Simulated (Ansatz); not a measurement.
**Geometry relaxation of Ga₂O₃ (part 2 of 2)**

Ga₂O₃ (5 atoms in the cell); DFT, PBEsol, plane waves, PAW, no spin polarisation (Ansatz 0.2.0); cutoff 420 eV, 9×9×4 k-mesh, Fermi–Dirac smearing of 0.03 eV. The structure was built on a prototype by a generator.

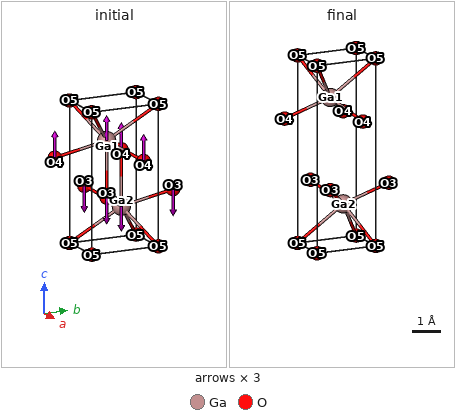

Figure 1. Before (left) and after (right) the relaxation, at one scale (ball-and-stick view of the cell of the calculation, with bonded neighbours outside it, seen slightly off an axis). The pink arrows give the displacements (without the part carried along by the change of the cell), magnified 3 times. The largest moves relative to the cell, 0.34 Å, are those of O3 and O4. By element the largest moves are O 0.34 Å, Ga 0.32 Å. Cell: a = b 3.399 → 2.993 Å (−11.9 %), c 5.285 → 6.958 Å (+31.7 %). Volume +2.1 %. Among the contacts that change: Ga1–O3 2.112 → 3.438 Å, Ga1–O4 2.043 → 1.876 Å, Ga1–O5 2.355 → 2.221 Å. Bonds break: Ga1–O3 (2.11 → 3.44 Å), Ga2–O4 (2.11 → 3.44 Å). Among the angles that change: O4–Ga1–O5 75.8° → 83.5°, O5–Ga1–O5 92.4° → 84.7°, Ga1–O5–Ga2 87.6° → 95.3°. The space group stays P-3m1 (No. 164). Over 22 geometry steps the energy falls by 315 meV per atom. The largest force component goes from 1.1 to 0.00097 eV/Å. Pressure: −17.88 GPa at the start and 0.01 GPa at the end. The line search rejected the trial steps at points 12, 18 (counted from 0) and went back. 4 further SCFs at an unchanged geometry re-selected the plane-wave basis for the new cell. The energy change given includes the shifts at the re-selections in mid-walk, which come without any move. A last SCF at the same geometry on a re-selected plane-wave basis shifts the energy by −0.1 meV per atom. (Atoms are counted from 1 in the order of the input.)

```
basis re-selected at this cell: Δ(F+E_penalty+E_count) = -6.110e-4 eV, ΔP = +0.004 GPa vs the last step (what re-selecting the basis moved, of the pressure what is left beyond the Pulay correction that the steps carried, after the strain that the cell walked since its last selection, with what the two solves' SCF thresholds leave and, on support functions, any second-order correction that the steps lacked; it is no measure of the basis error at this ecutwfc). This SCF's stress stands 4.17e-2 GPa from its target on what of the cell is left free (relax.cell.stress_tol is 5.00e-2 GPa) and its largest allowed force component is 9.71e-4 eV/Å (relax.f_tol is 1.00e-2 eV/Å): within both
SCF converged after 6 iterations
Free energy (F): -9170.155408 eV
Harris-Foulkes:  -9170.155408 eV  (|F-HF|=1.09e-11)
Internal energy: -9170.155408 eV  (E = F + TS)
E sigma→0 (E₀):  -9170.155408 eV
Fermi energy:    8.710253 eV
--- Per-component energies (eV) ---
  E_band       = -79.785785
  E_kinetic    = 757.397684
  E_local      = -5094.081334  (includes V_loc(G=0)·N_el)
  E_nonlocal   = 1012.673811
  E_hartree    = 2298.739961
  E_xc         = -352.647961
  E_vxc        = -393.631636  (∫ρ·V_xc dr)
  E_paw        = -4373.741923  (= ΣΔE_a)
  E_vpaw       = -959.631518  (= ΣTr[D̂ρ^β])
  E_aug_tail   = 0.007222  (compensation charges beyond the density's cutoff)
  E_ewald      = -3420.334688
  E_core_change = 1.831819  (= ΣΔE_core)
  E_smearing   = -0.000000  (= −TS)
  E_closure    = 0.000000  (closes the sum)
  Σ components = -9170.155408   (vs F -9170.155408, Δ=0.00e0)
--- Forces (eV/Å), atoms counted from 1 ---
  atom   1  Ga     0.00000000    -0.00000000     0.00007256
  atom   2  Ga     0.00000000     0.00000000    -0.00007256
  atom   3  O     -0.00000000    -0.00000000    -0.00097068
  atom   4  O      0.00000000     0.00000000     0.00097068
  atom   5  O      0.00000000     0.00000000     0.00000000
  max |Σ_I F_I| component: 1.85e-17 eV/Å
--- Stress (GPa, compression-positive) ---
       -0.005131       0.000000       0.000000
       -0.000000      -0.005131       0.000000
        0.000000       0.000000       0.041663
  P = ⅓ Tr σ = 0.0105 GPa (0.105 kbar)
--- Relaxed structure (23 steps of the walk, 21 accepted, 5 SCFs on fresh bases) ---
  F+E_penalty+E_count = -9170.15540849 eV   max|allowed force component| = 9.707e-4 eV/Å   (the final SCF, on the basis selected at the relaxed cell)
  cell:  # Å, volume = 53.9950 Å³
    - [2.993445102705642, 3.538299553003208e-32, 8.599920326813322e-17]
    - [-1.496722551352821, 2.5923995037772043, -4.299960163406658e-17]
    - [1.3371987680689234e-16, 1.4584633734157159e-32, 6.9579395686530985]
  atoms:
    - { symbol: Ga, position: [0.6666666666666667, 0.33333333333333337, 0.7995331009272799] }
    - { symbol: Ga, position: [0.33333333333333337, 0.6666666666666667, 0.2004668990727201] }
    - { symbol: O, position: [0.6666666666666667, 0.33333333333333337, 0.30549052917512365] }
    - { symbol: O, position: [0.33333333333333337, 0.6666666666666667, 0.6945094708248767] }
    - { symbol: O, position: [-4.823949697597903e-34, 7.408853226411006e-35, -5.093083736487997e-19] }
```

Trajectory as extended XYZ (Å, eV, eV/Å), 28 frames, from step=1 to step=28
```
5
Lattice="3.3987 0.0000 0.0000 -1.6994 2.9434 0.0000 0.0000 0.0000 5.2847" Properties=species:S:1:pos:R:3:forces:R:3 step=1 energy=-9168.58027 pressure_GPa=-17.88
Ga    1.6994    0.9811    3.9834    0.0000   0.0000  -0.9759
Ga    0.0000    1.9623    1.3013    0.0000   0.0000   0.9759
O     1.6994    0.9811    1.8714    0.0000   0.0000  -1.1046
O     0.0000    1.9623    3.4133    0.0000   0.0000   1.1046
O     0.0000    0.0000    0.0000    0.0000   0.0000   0.0000
5
Lattice="3.2615 0.0000 0.0000 -1.6308 2.8246 0.0000 0.0000 0.0000 5.4689" Properties=species:S:1:pos:R:3:forces:R:3 step=2 energy=-9169.17930 pressure_GPa=-9.16
Ga    1.6308    0.9415    4.0755    0.0000   0.0000   0.3086
Ga    0.0000    1.8830    1.3934    0.0000   0.0000  -0.3086
O     1.6308    0.9415    1.9551    0.0000   0.0000  -1.1387
O     0.0000    1.8830    3.5138    0.0000   0.0000   1.1387
O     0.0000    0.0000    0.0000    0.0000   0.0000   0.0000
5
Lattice="3.0958 0.0000 0.0000 -1.5479 2.6811 0.0000 0.0000 0.0000 5.5708" Properties=species:S:1:pos:R:3:forces:R:3 step=3 energy=-9169.55706 pressure_GPa=9.98
Ga    1.5479    0.8937    4.1938    0.0000   0.0000   1.0926
Ga    0.0000    1.7874    1.3770    0.0000   0.0000  -1.0926
O     1.5479    0.8937    1.9308    0.0000   0.0000  -0.0049
O     0.0000    1.7874    3.6399    0.0000   0.0000   0.0049
O     0.0000    0.0000    0.0000    0.0000   0.0000   0.0000
5
Lattice="3.0477 0.0000 0.0000 -1.5238 2.6394 0.0000 0.0000 0.0000 5.8350" Properties=species:S:1:pos:R:3:forces:R:3 step=4 energy=-9169.76663 pressure_GPa=6.92
Ga    1.5238    0.8798    4.4485    0.0000   0.0000   0.6520
Ga    0.0000    1.7596    1.3865    0.0000   0.0000  -0.6520
O     1.5238    0.8798    2.0200    0.0000   0.0000  -0.3556
O     0.0000    1.7596    3.8150    0.0000   0.0000   0.3556
O     0.0000    0.0000    0.0000    0.0000   0.0000   0.0000
5
Lattice="3.0276 0.0000 0.0000 -1.5138 2.6220 0.0000 0.0000 0.0000 6.0932" Properties=species:S:1:pos:R:3:forces:R:3 step=5 energy=-9169.91118 pressure_GPa=2.18
Ga    1.5138    0.8740    4.7389    0.0000   0.0000  -0.2318
Ga    0.0000    1.7480    1.3543    0.0000   0.0000   0.2318
O     1.5138    0.8740    2.0454    0.0000   0.0000  -0.2924
O     0.0000    1.7480    4.0477    0.0000   0.0000   0.2924
O     0.0000    0.0000    0.0000    0.0000   0.0000   0.0000
5
Lattice="3.0326 0.0000 0.0000 -1.5163 2.6263 0.0000 0.0000 0.0000 6.2302" Properties=species:S:1:pos:R:3:forces:R:3 step=6 energy=-9169.90897 pressure_GPa=-1.13
Ga    1.5163    0.8754    4.8405    0.0000   0.0000   0.4583
Ga    0.0000    1.7509    1.3897    0.0000   0.0000  -0.4583
O     1.5163    0.8754    2.0524    0.0000   0.0000   0.2192
O     0.0000    1.7509    4.1778    0.0000   0.0000  -0.2192
O     0.0000    0.0000    0.0000    0.0000   0.0000   0.0000
5
Lattice="3.0298 0.0000 0.0000 -1.5149 2.6239 0.0000 0.0000 0.0000 6.1893" Properties=species:S:1:pos:R:3:forces:R:3 step=7 energy=-9169.92299 pressure_GPa=0.09
Ga    1.5149    0.8746    4.8260    0.0000   0.0000  -0.0306
Ga    0.0000    1.7493    1.3633    0.0000   0.0000   0.0306
O     1.5149    0.8746    2.0449    0.0000   0.0000  -0.0034
O     0.0000    1.7493    4.1444    0.0000   0.0000   0.0034
O     0.0000    0.0000    0.0000    0.0000   0.0000   0.0000
5
Lattice="3.0306 0.0000 0.0000 -1.5153 2.6245 0.0000 0.0000 0.0000 6.1888" Properties=species:S:1:pos:R:3:forces:R:3 step=8 energy=-9169.92293 pressure_GPa=-0.06
Ga    1.5153    0.8749    4.8236    0.0000   0.0000  -0.0012
Ga    0.0000    1.7497    1.3653    0.0000   0.0000   0.0012
O     1.5153    0.8749    2.0458    0.0000   0.0000  -0.0029
O     0.0000    1.7497    4.1430    0.0000   0.0000   0.0029
O     0.0000    0.0000    0.0000    0.0000   0.0000   0.0000
5
Lattice="3.0302 0.0000 0.0000 -1.5151 2.6242 0.0000 0.0000 0.0000 6.1895" Properties=species:S:1:pos:R:3:forces:R:3 step=9 energy=-9169.92297 pressure_GPa=-0.02
Ga    1.5151    0.8747    4.8243    0.0000   0.0000  -0.0016
Ga    0.0000    1.7495    1.3652    0.0000   0.0000   0.0016
O     1.5151    0.8747    2.0460    0.0000   0.0000  -0.0021
O     0.0000    1.7495    4.1435    0.0000   0.0000   0.0021
O     0.0000    0.0000    0.0000    0.0000   0.0000   0.0000
5
Lattice="3.0302 0.0000 0.0000 -1.5151 2.6242 0.0000 0.0000 0.0000 6.1895" Properties=species:S:1:pos:R:3:forces:R:3 step=10 energy=-9170.04229 pressure_GPa=2.46
Ga    1.5151    0.8747    4.8243    0.0000   0.0000   0.0063
Ga    0.0000    1.7495    1.3652    0.0000   0.0000  -0.0063
O     1.5151    0.8747    2.0460    0.0000   0.0000  -0.0339
O     0.0000    1.7495    4.1435    0.0000   0.0000   0.0339
O     0.0000    0.0000    0.0000    0.0000   0.0000   0.0000
5
Lattice="3.0107 0.0000 0.0000 -1.5054 2.6074 0.0000 0.0000 0.0000 6.3911" Properties=species:S:1:pos:R:3:forces:R:3 step=11 energy=-9170.09486 pressure_GPa=1.46
Ga    1.5054    0.8691    5.0113    0.0000   0.0000  -0.0088
Ga    0.0000    1.7383    1.3798    0.0000   0.0000   0.0088
O     1.5054    0.8691    2.0863    0.0000   0.0000  -0.0815
O     0.0000    1.7383    4.3048    0.0000   0.0000   0.0815
O     0.0000    0.0000    0.0000    0.0000   0.0000   0.0000
5
Lattice="2.9987 0.0000 0.0000 -1.4994 2.5970 0.0000 0.0000 0.0000 6.6024" Properties=species:S:1:pos:R:3:forces:R:3 step=12 energy=-9170.11192 pressure_GPa=0.51
Ga    1.4994    0.8657    5.2158    0.0000   0.0000  -0.0248
Ga    0.0000    1.7313    1.3866    0.0000   0.0000   0.0248
O     1.4994    0.8657    2.1073    0.0000   0.0000  -0.0288
O     0.0000    1.7313    4.4951    0.0000   0.0000   0.0288
O     0.0000    0.0000    0.0000    0.0000   0.0000   0.0000
5
Lattice="3.0098 0.0000 0.0000 -1.5049 2.6066 0.0000 0.0000 0.0000 6.6131" Properties=species:S:1:pos:R:3:forces:R:3 step=13 energy=-9170.10825 pressure_GPa=-1.37 accepted=F
Ga    1.5049    0.8689    5.2243    0.0000   0.0000  -0.0421
Ga    0.0000    1.7377    1.3889    0.0000   0.0000   0.0421
O     1.5049    0.8689    2.1088    0.0000   0.0000  -0.0897
O     0.0000    1.7377    4.5044    0.0000   0.0000   0.0897
O     0.0000    0.0000    0.0000    0.0000   0.0000   0.0000
5
Lattice="3.0011 0.0000 0.0000 -1.5005 2.5990 0.0000 0.0000 0.0000 6.6109" Properties=species:S:1:pos:R:3:forces:R:3 step=14 energy=-9170.11161 pressure_GPa=0.16
Ga    1.5005    0.8663    5.2234    0.0000   0.0000   0.0008
Ga    0.0000    1.7327    1.3875    0.0000   0.0000  -0.0008
O     1.5005    0.8663    2.1060    0.0000   0.0000  -0.0089
O     0.0000    1.7327    4.5049    0.0000   0.0000   0.0089
O     0.0000    0.0000    0.0000    0.0000   0.0000   0.0000
5
Lattice="3.0007 0.0000 0.0000 -1.5003 2.5987 0.0000 0.0000 0.0000 6.6356" Properties=species:S:1:pos:R:3:forces:R:3 step=15 energy=-9170.11088 pressure_GPa=-0.03
Ga    1.5003    0.8662    5.2476    0.0000   0.0000  -0.0019
Ga    0.0000    1.7324    1.3880    0.0000   0.0000   0.0019
O     1.5003    0.8662    2.1075    0.0000   0.0000  -0.0040
O     0.0000    1.7324    4.5281    0.0000   0.0000   0.0040
O     0.0000    0.0000    0.0000    0.0000   0.0000   0.0000
5
Lattice="3.0007 0.0000 0.0000 -1.5003 2.5987 0.0000 0.0000 0.0000 6.6356" Properties=species:S:1:pos:R:3:forces:R:3 step=16 energy=-9170.14253 pressure_GPa=0.76
Ga    1.5003    0.8662    5.2476    0.0000   0.0000  -0.0010
Ga    0.0000    1.7324    1.3880    0.0000   0.0000   0.0010
O     1.5003    0.8662    2.1075    0.0000   0.0000  -0.0120
O     0.0000    1.7324    4.5281    0.0000   0.0000   0.0120
O     0.0000    0.0000    0.0000    0.0000   0.0000   0.0000
5
Lattice="2.9964 0.0000 0.0000 -1.4982 2.5949 0.0000 0.0000 0.0000 6.7543" Properties=species:S:1:pos:R:3:forces:R:3 step=17 energy=-9170.14573 pressure_GPa=0.36
Ga    1.4982    0.8650    5.3615    0.0000   0.0000   0.0064
Ga    0.0000    1.7300    1.3928    0.0000   0.0000  -0.0064
O     1.4982    0.8650    2.1187    0.0000   0.0000  -0.0189
O     0.0000    1.7300    4.6356    0.0000   0.0000   0.0189
O     0.0000    0.0000    0.0000    0.0000   0.0000   0.0000
5
Lattice="2.9958 0.0000 0.0000 -1.4979 2.5944 0.0000 0.0000 0.0000 6.8372" Properties=species:S:1:pos:R:3:forces:R:3 step=18 energy=-9170.14386 pressure_GPa=0.14
Ga    1.4979    0.8648    5.4453    0.0000   0.0000  -0.0151
Ga    0.0000    1.7296    1.3919    0.0000   0.0000   0.0151
O     1.4979    0.8648    2.1195    0.0000   0.0000  -0.0023
O     0.0000    1.7296    4.7177    0.0000   0.0000   0.0023
O     0.0000    0.0000    0.0000    0.0000   0.0000   0.0000
5
Lattice="2.9976 0.0000 0.0000 -1.4988 2.5960 0.0000 0.0000 0.0000 6.8515" Properties=species:S:1:pos:R:3:forces:R:3 step=19 energy=-9170.14221 pressure_GPa=-0.22 accepted=F
Ga    1.4988    0.8653    5.4526    0.0000   0.0000   0.1125
Ga    0.0000    1.7307    1.3989    0.0000   0.0000  -0.1125
O     1.4988    0.8653    2.1220    0.0000   0.0000   0.0397
O     0.0000    1.7307    4.7295    0.0000   0.0000  -0.0397
O     0.0000    0.0000    0.0000    0.0000   0.0000   0.0000
5
Lattice="2.9960 0.0000 0.0000 -1.4980 2.5947 0.0000 0.0000 0.0000 6.8443" Properties=species:S:1:pos:R:3:forces:R:3 step=20 energy=-9170.14351 pressure_GPa=0.05
Ga    1.4980    0.8649    5.4512    0.0000   0.0000   0.0022
Ga    0.0000    1.7298    1.3931    0.0000   0.0000  -0.0022
O     1.4980    0.8649    2.1202    0.0000   0.0000   0.0017
O     0.0000    1.7298    4.7240    0.0000   0.0000  -0.0017
O     0.0000    0.0000    0.0000    0.0000   0.0000   0.0000
5
Lattice="2.9958 0.0000 0.0000 -1.4979 2.5944 0.0000 0.0000 0.0000 6.8564" Properties=species:S:1:pos:R:3:forces:R:3 step=21 energy=-9170.14298 pressure_GPa=0.01
Ga    1.4979    0.8648    5.4630    0.0000   0.0000   0.0007
Ga    0.0000    1.7296    1.3934    0.0000   0.0000  -0.0007
O     1.4979    0.8648    2.1211    0.0000   0.0000  -0.0009
O     0.0000    1.7296    4.7352    0.0000   0.0000   0.0009
O     0.0000    0.0000    0.0000    0.0000   0.0000   0.0000
5
Lattice="2.9958 0.0000 0.0000 -1.4979 2.5944 0.0000 0.0000 0.0000 6.8564" Properties=species:S:1:pos:R:3:forces:R:3 step=22 energy=-9170.15432 pressure_GPa=0.10
Ga    1.4979    0.8648    5.4630    0.0000   0.0000   0.0009
Ga    0.0000    1.7296    1.3934    0.0000   0.0000  -0.0009
O     1.4979    0.8648    2.1211    0.0000   0.0000  -0.0028
O     0.0000    1.7296    4.7352    0.0000   0.0000   0.0028
O     0.0000    0.0000    0.0000    0.0000   0.0000   0.0000
5
Lattice="2.9934 0.0000 0.0000 -1.4967 2.5923 0.0000 0.0000 0.0000 6.9155" Properties=species:S:1:pos:R:3:forces:R:3 step=23 energy=-9170.15309 pressure_GPa=0.18
Ga    1.4967    0.8641    5.5212    0.0000   0.0000   0.0071
Ga    0.0000    1.7282    1.3943    0.0000   0.0000  -0.0071
O     1.4967    0.8641    2.1237    0.0000   0.0000   0.0081
O     0.0000    1.7282    4.7918    0.0000   0.0000  -0.0081
O     0.0000    0.0000    0.0000    0.0000   0.0000   0.0000
5
Lattice="2.9940 0.0000 0.0000 -1.4970 2.5929 0.0000 0.0000 0.0000 6.9353" Properties=species:S:1:pos:R:3:forces:R:3 step=24 energy=-9170.15221 pressure_GPa=0.05
Ga    1.4970    0.8643    5.5410    0.0000   0.0000   0.0059
Ga    0.0000    1.7286    1.3943    0.0000   0.0000  -0.0059
O     1.4970    0.8643    2.1237    0.0000   0.0000   0.0094
O     0.0000    1.7286    4.8116    0.0000   0.0000  -0.0094
O     0.0000    0.0000    0.0000    0.0000   0.0000   0.0000
5
Lattice="2.9939 0.0000 0.0000 -1.4970 2.5928 0.0000 0.0000 0.0000 6.9384" Properties=species:S:1:pos:R:3:forces:R:3 step=25 energy=-9170.15210 pressure_GPa=0.00
Ga    1.4970    0.8643    5.5439    0.0000   0.0000  -0.0002
Ga    0.0000    1.7285    1.3945    0.0000   0.0000   0.0002
O     1.4970    0.8643    2.1247    0.0000   0.0000  -0.0005
O     0.0000    1.7285    4.8137    0.0000   0.0000   0.0005
O     0.0000    0.0000    0.0000    0.0000   0.0000   0.0000
5
Lattice="2.9939 0.0000 0.0000 -1.4970 2.5928 0.0000 0.0000 0.0000 6.9384" Properties=species:S:1:pos:R:3:forces:R:3 step=26 energy=-9170.15542 pressure_GPa=0.02
Ga    1.4970    0.8643    5.5439    0.0000   0.0000  -0.0001
Ga    0.0000    1.7285    1.3945    0.0000   0.0000   0.0001
O     1.4970    0.8643    2.1247    0.0000   0.0000  -0.0010
O     0.0000    1.7285    4.8137    0.0000   0.0000   0.0010
O     0.0000    0.0000    0.0000    0.0000   0.0000   0.0000
5
Lattice="2.9934 0.0000 0.0000 -1.4967 2.5924 0.0000 0.0000 0.0000 6.9579" Properties=species:S:1:pos:R:3:forces:R:3 step=27 energy=-9170.15480 pressure_GPa=0.01
Ga    1.4967    0.8641    5.5631    0.0000   0.0000   0.0001
Ga    0.0000    1.7283    1.3948    0.0000   0.0000  -0.0001
O     1.4967    0.8641    2.1256    0.0000   0.0000  -0.0009
O     0.0000    1.7283    4.8324    0.0000   0.0000   0.0009
O     0.0000    0.0000    0.0000    0.0000   0.0000   0.0000
5
Lattice="2.9934 0.0000 0.0000 -1.4967 2.5924 0.0000 0.0000 0.0000 6.9579" Properties=species:S:1:pos:R:3:forces:R:3 step=28 energy=-9170.15541 pressure_GPa=0.01
Ga    1.4967    0.8641    5.5631    0.0000   0.0000   0.0001
Ga    0.0000    1.7283    1.3948    0.0000   0.0000  -0.0001
O     1.4967    0.8641    2.1256    0.0000   0.0000  -0.0010
O     0.0000    1.7283    4.8324    0.0000   0.0000   0.0010
O     0.0000    0.0000    0.0000    0.0000   0.0000   0.0000
```

This output came from the following input.

The input
```yaml
crystal:
  lattice:
    - [3.39873398, 0.0, 0.0]
    - [-1.69936699, 2.94338997, 0.0]
    - [0.0, 0.0, 5.28468023]
  atoms:
    - { symbol: Ga, position: [0.66666667, 0.33333333, 0.75376432] }
    - { symbol: Ga, position: [0.33333333, 0.66666667, 0.24623568] }
    - { symbol: O, position: [0.66666667, 0.33333333, 0.35410935] }
    - { symbol: O, position: [0.33333333, 0.66666667, 0.64589065] }
    - { symbol: O, position: [0.0, 0.0, 0.0] }
kpoints:
  mp_grid: { grid: [9, 9, 4] }
hamiltonian:
  xc: pbesol
scf:
  occupations: { method: fermi_dirac, width: 0.03 }
relax:
  f_tol: 0.01
  cell: {}
  max_steps: 120
```

Launched with:
```bash
ansatz run input.yaml --threads 2 --pin off --max-ram 2211MiB --backend cpu --events-out ev --progress --plain --runs-dir out
```

Key numbers

```csv
quantity,value
outcome,converged
space group (tolerance 0.01 Å),P-3m1 (164)
electrons treated,44
free energy,−9170.1554 eV
Fermi energy,8.710 eV
pressure,0.01 GPa
final volume,54.00 Å³
largest force (length of the vector) at the end,0.001 eV/Å
final cell,"a = 2.993 Å, b = 2.993 Å, c = 6.958 Å, α = 90.00°, β = 90.00°, γ = 120.00°"
hardware,"2 threads of Arm Neoverse N1, 60 GiB of memory available, shared host"
wall time,90 s (CPU time 2.9 min)
peak memory,0.36 GiB
```
